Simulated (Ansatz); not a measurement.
**Two runs on CdS**

System: CdS (P6₃mc, 4 atoms in the cell).
Method of run 1: DFT, PBE, plane waves, PAW, no spin polarisation (Ansatz 0.2.0).

The structure was built on a prototype by a generator. The geometry comes from this level: r2SCAN (a point of a series of strains). Text and figures count atoms from 1; the logs count them from 0 in places.

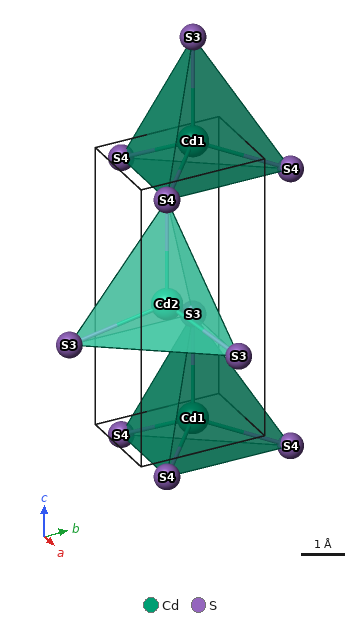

Fig. 1: The structure (polyhedral view of the cell of the calculation, seen slightly off an axis; polyhedra are completed across the faces of the cell; atoms are numbered from 1 in the order of the input).

## The input, run 1
```yaml
crystal:
  lattice:
    - [4.1646012805, 0.0, 0.0]
    - [-2.0823006403, 3.6066505056, 0.0]
    - [0.0, 0.0, 6.7998405368]
  atoms:
    - { symbol: Cd, position: [0.3333333333, 0.6666666667, -0.0004056599] }
    - { symbol: Cd, position: [0.6666666667, 0.3333333333, 0.4995943401] }
    - { symbol: S, position: [0.3333333333, 0.6666666667, 0.3754056599] }
    - { symbol: S, position: [0.6666666667, 0.3333333333, 0.8754056599] }
kpoints:
  mp_grid: { grid: [12, 12, 4] }
  band_path:
    path:
      - [0.0, 0.0, 0.0]
      - [0.5, 0.0, 0.0]
      - [0.3333333333, 0.3333333333, 0.0]
      - [0.0, 0.0, 0.5]
      - [0.5, 0.0, 0.5]
      - [0.3333333333, 0.3333333333, 0.5]
    npoints: 1
hamiltonian:
  xc: pbe
scf:
  occupations: { method: fermi_dirac, width: 0.02 }
  n_extra_bands: 5
output:
  forces: true
  stress: true
  eigenvalues: true
```

Hardware: 2 threads of an Arm (aarch64) CPU, shared host.

## Output, shortened to warnings, some set-up lines, iterations and results (run 1)
```
Basis set: ecut = 420 eV, 1985 PW (Γ), exchange–correlation on 60×60×96 points (8 copies of the dense FFT grid, shifted against one another)
Symmetry: 12 space group operations
k-points: 57 of 576 (time reversal used)
Initial density: superposition of atomic densities (neutral atoms: chi_scale 0, normalization atom), corrected by the library's trained network
[...]
SCF iter   1: F=—  HF=-18315.653991 eV  |F-HF|=—  |Δ(HF+E_count)|=         —  Δρ=6.11e-4  dr2=5.13e-4  ethr=1.77e-3  ⟨swp⟩=6.2  Hψ=7216  notcnv=0
SCF iter   2: F=—  HF=-18315.655524 eV  |F-HF|=—  |Δ(HF+E_count)|=   1.53e-3  Δρ=3.26e-4  dr2=1.42e-4  ethr=9.87e-7  ⟨swp⟩=2.8  Hψ=4090  notcnv=0  defer=2
SCF iter   3: F=—  HF=-18315.655585 eV  |F-HF|=—  |Δ(HF+E_count)|=   6.03e-5  Δρ=1.10e-4  dr2=9.51e-6  ethr=2.73e-7  ⟨swp⟩=2.0  Hψ=2735  notcnv=0  defer=2
SCF iter   4: F=—  HF=-18315.655656 eV  |F-HF|=—  |Δ(HF+E_count)|=   7.11e-5  Δρ=5.03e-5  dr2=2.43e-6  ethr=1.83e-8  ⟨swp⟩=2.4  Hψ=2645  notcnv=0  defer=2
SCF iter   5: F=—  HF=-18315.655660 eV  |F-HF|=—  |Δ(HF+E_count)|=   4.19e-6  Δρ=1.16e-5  dr2=1.93e-7  ethr=4.67e-9  ⟨swp⟩=2.0  Hψ=2737  notcnv=0  defer=2
SCF iter   6: F=-18315.655660 eV  HF=-18315.655660 eV  |F-HF|=2.53e-8  |Δ(HF+E_count)|=   2.17e-7  Δρ=4.19e-6  dr2=2.83e-8  ethr=1.92e-10  ⟨swp⟩=7.0  Hψ=7491  notcnv=0
SCF 1 converged in 6 iterations: F = -18315.655660 eV  dr2 = 2.83e-8
NSCF: frozen V_eff on 6 k-points
SCF converged after 6 iterations
Free energy (F): -18315.655660 eV
Harris-Foulkes:  -18315.655660 eV  (|F-HF|=2.53e-8)
Internal energy: -18315.655660 eV  (E = F + TS)
E sigma→0 (E₀):  -18315.655660 eV
Fermi energy:    7.096923 eV
--- Per-component energies (eV) ---
  E_band       = -1030.253802
  E_kinetic    = 1222.654480
  E_local      = -8119.697535  (includes V_loc(G=0)·N_el)
  E_nonlocal   = 124.392888
  E_hartree    = 3725.411313
  E_xc         = -547.271525
  E_vxc        = -617.515314  (∫ρ·V_xc dr)
  E_paw        = -9367.741738  (= ΣΔE_a)
  E_vpaw       = -1090.920655  (= ΣTr[D̂ρ^β])
  E_aug_tail   = 0.000031  (compensation charges beyond the density's cutoff)
  E_ewald      = -5353.403576
  E_smearing   = -0.000000  (= −TS)
  E_closure    = 0.000000  (closes the sum)
  Σ components = -18315.655660   (vs F -18315.655660, Δ=0.00e0)
--- Forces (eV/Å), atoms counted from 1 ---
  atom   1  Cd    -0.00000000    -0.00000000     0.00100707
  atom   2  Cd     0.00000000     0.00000000     0.00100707
  atom   3  S     -0.00000000    -0.00000000    -0.00101410
  atom   4  S      0.00000000     0.00000000    -0.00101410
  max |Σ_I F_I| component: 1.41e-5 eV/Å
--- Stress (GPa, compression-positive) ---
        1.137185       0.000000       0.000000
        0.000000       1.137185       0.000000
       -0.000000       0.000000       0.974818
  P = ⅓ Tr σ = 1.0831 GPa (10.831 kbar)
```

The input of run 2 differs as follows (lines with − go, lines with + come):
```diff
-  xc: pbe
+  xc: r2scan
-  occupations: { method: fermi_dirac, width: 0.02 }
+  occupations: { method: fixed }
```

What does this change do to the results?

The total energies belong to different methods, so their difference says nothing on which is more stable or more accurate. The gap on the mesh goes from 1.15 to 1.61 eV. The pressure goes from 1.08 to −0.32 GPa. The functional changes from PBE to r2SCAN. The SCF takes 7 iterations against 6. The default cutoff goes from 420 to 500 eV with the change. The plane waves at Γ go from 1985 to 2587.

## Output, shortened to warnings, some set-up lines, iterations and results (run 2)
```
Basis set: ecut = 500 eV, 2587 PW (Γ), exchange–correlation on 128×128×200 points (64 copies of the dense FFT grid, shifted against one another)
Symmetry: 12 space group operations
k-points: 57 of 576 (time reversal used)
Initial density: superposition of atomic densities (neutral atoms: chi_scale 0, normalization atom), corrected by the library's trained network
[...]
SCF iter   1: F=—  HF=-18351.208268 eV  |F-HF|=—  |Δ(HF+E_count)|=         —  Δρ=5.94e-3  dr2=1.90e-2  dr2_τ=3.18e-2  ethr=1.77e-3  ⟨swp⟩=5.0  Hψ=6057  notcnv=0  defer=166
SCF iter   2: F=—  HF=-18351.228764 eV  |F-HF|=—  |Δ(HF+E_count)|=   2.05e-2  Δρ=3.38e-3  dr2=5.08e-3  dr2_τ=9.43e-4  ethr=3.65e-5  ⟨swp⟩=3.7  Hψ=3770  notcnv=0  defer=170
SCF iter   3: F=—  HF=-18351.230874 eV  |F-HF|=—  |Δ(HF+E_count)|=   2.11e-3  Δρ=6.95e-4  dr2=3.65e-4  dr2_τ=2.15e-5  ethr=9.77e-6  ⟨swp⟩=2.0  Hψ=1886  notcnv=0  defer=170
SCF iter   4: F=—  HF=-18351.231039 eV  |F-HF|=—  |Δ(HF+E_count)|=   1.65e-4  Δρ=1.43e-4  dr2=2.29e-5  dr2_τ=1.09e-6  ethr=7.03e-7  ⟨swp⟩=2.9  Hψ=3222  notcnv=0  defer=169
SCF iter   5: F=—  HF=-18351.231055 eV  |F-HF|=—  |Δ(HF+E_count)|=   1.55e-5  Δρ=4.86e-5  dr2=2.50e-6  dr2_τ=8.73e-8  ethr=4.40e-8  ⟨swp⟩=2.0  Hψ=2622  notcnv=0  defer=76
SCF iter   6: F=—  HF=-18351.231056 eV  |F-HF|=—  |Δ(HF+E_count)|=   1.43e-6  Δρ=8.97e-6  dr2=1.23e-7  dr2_τ=6.14e-9  ethr=4.80e-9  ⟨swp⟩=2.2  Hψ=2757  notcnv=0  defer=79
SCF iter   7: F=-18351.231056 eV  HF=-18351.231056 eV  |F-HF|=2.91e-9  |Δ(HF+E_count)|=   6.91e-8  Δρ=2.06e-6  dr2=4.42e-9  dr2_τ=7.04e-10  ethr=1.92e-10  ⟨swp⟩=9.2  Hψ=8615  …
SCF 1 converged in 7 iterations: F = -18351.231056 eV  dr2 = 4.42e-9
NSCF: frozen V_eff on 6 k-points
SCF converged after 7 iterations
Free energy (F): -18351.231056 eV
Harris-Foulkes:  -18351.231056 eV  (|F-HF|=2.91e-9)
Internal energy: -18351.231056 eV  (E = F + TS)
E sigma→0 (E₀):  -18351.231056 eV
Fermi energy:    6.242463 eV
--- Per-component energies (eV) ---
  E_band       = -1085.095363
  E_kinetic    = 1223.206621
  E_local      = -8124.463332  (includes V_loc(G=0)·N_el)
  E_nonlocal   = 126.357436
  E_hartree    = 3729.984532
  E_xc         = -519.633035
  E_vxc        = -680.009985  (∫ρ·V_xc dr)
  E_paw        = -9431.930641  (= ΣΔE_a)
  E_vpaw       = -1133.595849  (= ΣTr[D̂ρ^β])
  E_aug_tail   = 0.000013  (compensation charges beyond the density's cutoff)
  E_vtau       = 43.437071  (kinetic-family band-sum trace: ∫τ·v_τ [+ j·A + Jᵃ·Aᵃ] dr)
  E_ewald      = -5353.403576
  E_core_change = -1.349075  (= ΣΔE_core)
  E_smearing   = -0.000000  (= −TS)
  E_closure    = -0.000000  (closes the sum)
  Σ components = -18351.231056   (vs F -18351.231056, Δ=0.00e0)
--- Forces (eV/Å), atoms counted from 1 ---
  atom   1  Cd     0.00000000    -0.00000000    -0.00098925
  atom   2  Cd    -0.00000000     0.00000000    -0.00098925
  atom   3  S     -0.00000000    -0.00000000     0.00097921
  atom   4  S      0.00000000     0.00000000     0.00097921
  max |Σ_I F_I| component: 2.01e-5 eV/Å
--- Stress (GPa, compression-positive) ---
       -0.241094       0.000000       0.000000
        0.000000      -0.241094      -0.000000
       -0.000000       0.000000      -0.471787
  P = ⅓ Tr σ = -0.3180 GPa (-3.180 kbar)
```

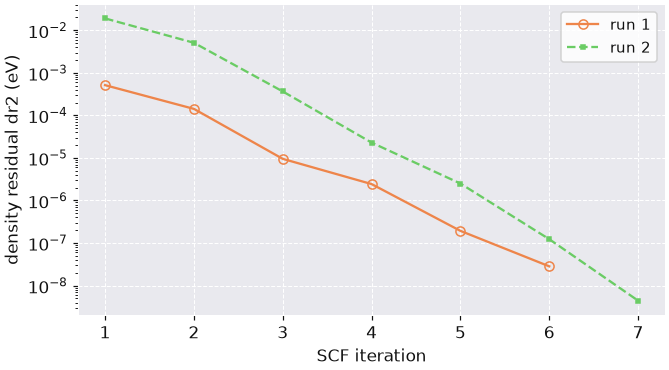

Fig. 2: Convergence of the two runs: density residual dr2 against the SCF iteration. Run 1 takes 6 iterations in all, and run 2 takes 7.

## The two runs side by side

| quantity | run 1 | run 2 |
| --- | --- | --- |
| outcome | converged | converged |
| free energy per atom (eV) | −4578.9139 | −4587.8078 |
| gap on the mesh (eV) | 1.15 | 1.61 |
| pressure (GPa) | 1.08 | −0.32 |
| largest force (eV/Å) | 0.001 | 0.001 |
| SCF iterations | 6 | 7 |
| irreducible k-points | 57 | 57 |
| plane waves at Γ | 1985 | 2587 |
| wall time (shared host) | 16 s | 40 s |
